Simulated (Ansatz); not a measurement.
System: In (slab).

Input file:

```
crystal:
  lattice:
    - [3.363843863, 0.0, 0.0]
    - [-1.6819219315, 2.9131742397, 0.0]
    - [0.0, 0.0, 33.89948963]
  atoms:
    - { symbol: In, position: [0.33333333, 0.66666666, 0.2212422689] }
    - { symbol: In, position: [0.0, 0.0, 0.3008873349] }
    - { symbol: In, position: [0.66666667, 0.33333334, 0.380532401] }
    - { symbol: In, position: [0.0, 0.0, 0.460177467] }
    - { symbol: In, position: [0.33333333, 0.66666666, 0.539822533] }
    - { symbol: In, position: [0.0, 0.0, 0.619467599] }
    - { symbol: In, position: [0.66666667, 0.33333334, 0.6991126651] }
    - { symbol: In, position: [0.0, 0.0, 0.7787577311] }
hamiltonian:
  xc: pbe
  pseudopotentials: { kind: paw, source: ansatz }
kpoints:
  mp_grid: { grid: [9, 9, 1] }
  band_path:
    path:
      - [0.0, 0.0, 0.0]
      - [0.5, 0.0, 0.0]
      - [0.3333333333, 0.3333333333, 0.0]
      - [0.0, 0.0, 0.0]
    npoints: 10
scf:
  occupations: { method: fermi_dirac, width: 0.05 }
  n_extra_bands: 20
output:
  forces: true
  eigenvalues: true
  fatbands: false
  write_density: true
  write_potential: true
  elf: true
  volumetric_format: npy
efield:
  axis: 3
  dipole_correction: true
  ramp_width: 0.04
```

Command:

```sh
ansatz run input.yaml --threads 4 --pin off --max-ram 11264MiB --backend cpu --events-out ev --progress --plain --runs-dir out
```

All numbers below come from Kohn-Sham DFT of a periodic cell, PBE, Ansatz PAW earlier set in Ansatz.

What can the converged valence pseudo-density and electron localisation function tell about the bonding?

In–In (3.33 Å): ρ at the midpoint is about 0.13 e/Å³; the ELF is about 0.30 at the midpoint (no shared electron pair shows on this line).

Does the calculation give a band gap?

It is metallic or semimetallic at this level of theory: no gap opens.

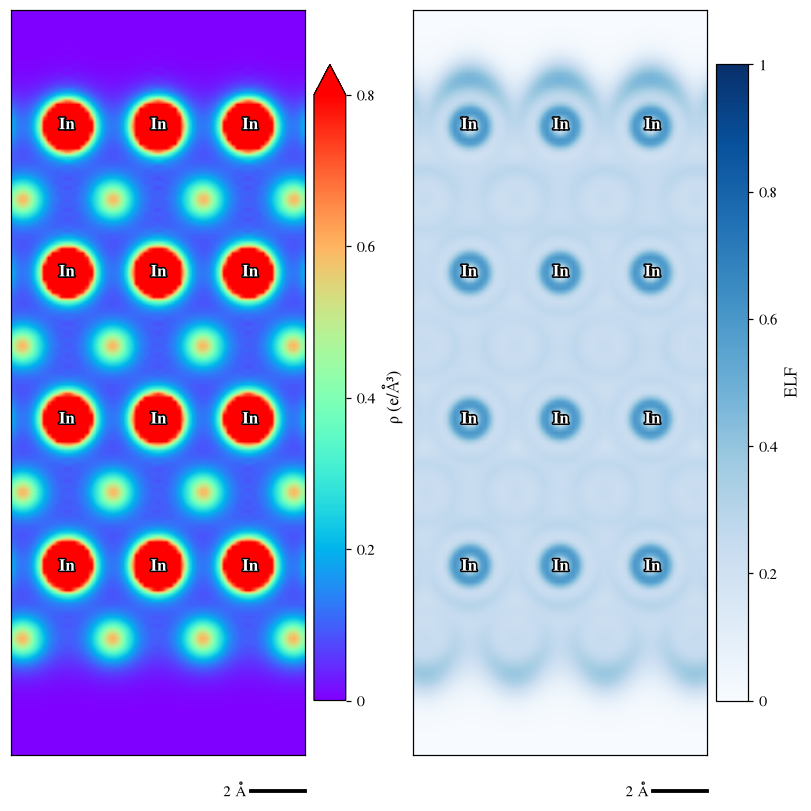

Computed valence pseudo-density and electron localisation function on the (100) plane of the calculation cell, a cut from vacuum to vacuum, in this order. 

The density is the valence pseudo-density of a PAW calculation; it isn't the true density close to the nuclei.
